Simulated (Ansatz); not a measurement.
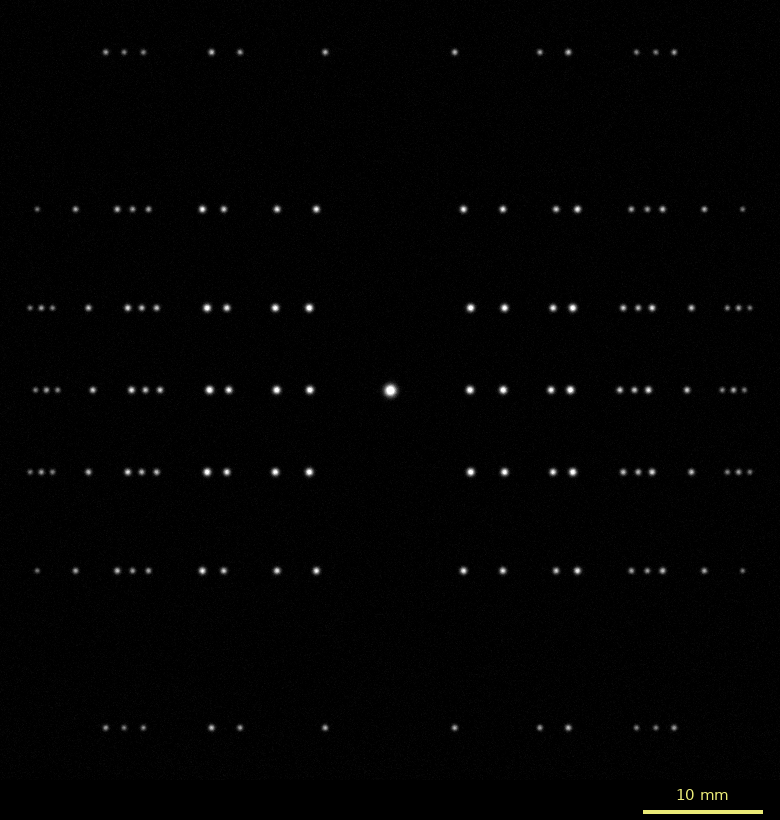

Simulated X-ray rotation photograph: Mo Kα radiation (λ = 0.7107 Å), cylindrical film of radius 28.65 mm unrolled, rotation axis vertical and normal to the beam, kinematic intensities without Lorentz or polarisation factors, the film spanning ±63° about the beam; spots down to d = 0.68 Å.

Q: Measure the layer lines and find the identity period along the axis.

A: The first layer line lies 6.9 mm from the equator, so tan ν = 0.242, sin ν = 0.235 and the period is λ/sin ν = 3.02 Å. Further lines follow at 15.3, 28.5 mm.

The crystal is Mg, space group Pm-3m (No. 221), a = 3.02 Å. Structure: the geometry relaxed with DFT PBE, scalar-relativistic, plane waves, PAW (Ansatz); the starting structure was generated, so it need not be a known form of this composition.

Q: About which axis was it rotated?

A: About [001] (or an equivalent direction), whose length in the conventional cell is 3.021 Å.
